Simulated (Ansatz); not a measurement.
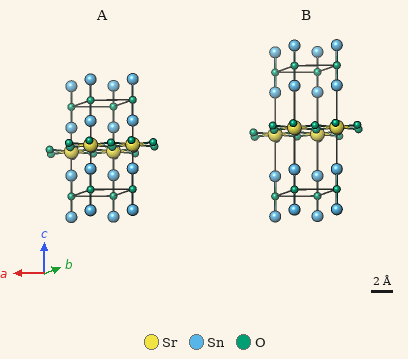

Two geometries of a crystal of SrSn2O3 (a generated structure, set up in P6/mmm) (coarse preliminary run), drawn at one scale. One is the start of a relaxation, the other its converged end. A ball-and-stick model of the cell of the calculation, seen from a free direction.

Level of theory: DFT PBE, scalar-relativistic, plane waves, PAW in Ansatz. (plane-wave cutoff 420 eV; k-point mesh 6 × 6 × 2; occupations gaussian; smearing width 0.1 eV; no spin polarisation; cell and atoms relaxed; force threshold 0.04 eV/Å; at most 70 steps)

**Which geometry has the lower energy?**

Structure B is the relaxed one. The largest moves relative to the cell, 0.85 Å, are those of Sn atoms. O and Sr stay in place. The drawn cell changes as follows: a = b 4.086 → 4.099 Å (+0.3 %), c 8.801 → 12.201 Å (+38.6 %); the volume changes by +39.5 %. Near-neighbour distances that change, for instance: Sn–Sr 2.357 → 4.121 Å, O–Sn 2.044 → 1.979 Å, O–Sr 2.359 → 2.367 Å. The space group stays P6/mmm (No. 191). After 11 accepted moves (14 points after the start) the energy has fallen by 931 meV per atom. Largest force component: 9.1 eV/Å at the start, 0.028 eV/Å at the end. The pressure goes from 16.42 to 0.09 GPa. The SCF was repeated 3 times at an unchanged geometry on a basis and grid sized afresh for the cell, which shifted the energy by 49.1 meV per atom at most. The run took 2.4 min on 1 thread of AMD EPYC (Zen 3), on a shared host, peak memory 0.47 GiB.
